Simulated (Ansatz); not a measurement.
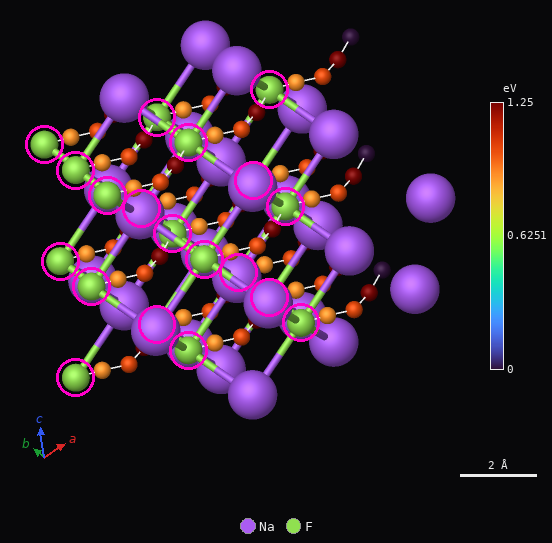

A search for the minimum-energy path of a 2-atom cell of NaF (set up in Fm-3m) by the nudged elastic band. Images are numbered from 0 (start) to 4 (end). The start is drawn whole; smaller spheres mark the moving atoms (F) in the later images, joined by lines and coloured by the energy of the image relative to the start. A ball-and-stick model of the atoms within 5.2 Å of the middle of the path, seen slightly off an axis. The moving atom is ringed, with any periodic copies. Bonds to atoms that aren't drawn are left out.

Level of theory: DFT, PBE, PAW with Ansatz's default frozen-core files, scalar-relativistic in Ansatz. Run with plane-wave cutoff 420 eV; k-point mesh 8 × 8 × 8; Fermi-Dirac smearing 0.02 eV; 3 movable images; climbing image.

Q: Describe the path and its energy.

A: The F atom travels furthest, 3.23 Å from end to end, along +a, on a path that bends up to 0.56 Å away from the straight line. At the highest image its nearest neighbour (Na) is 1.87 Å away, against 2.29 Å at the start, and the surrounding atoms stand up to 0.40 Å off the mean of their end positions. The barrier is about 1.25 eV in both directions, with image 3 at the top; the ends have the same energy. The band converged in 14 iterations, with a climbing image at the top.

Cost: 5 min on 4 threads of Arm Neoverse N1 (shared host), peak memory 0.86 GiB.
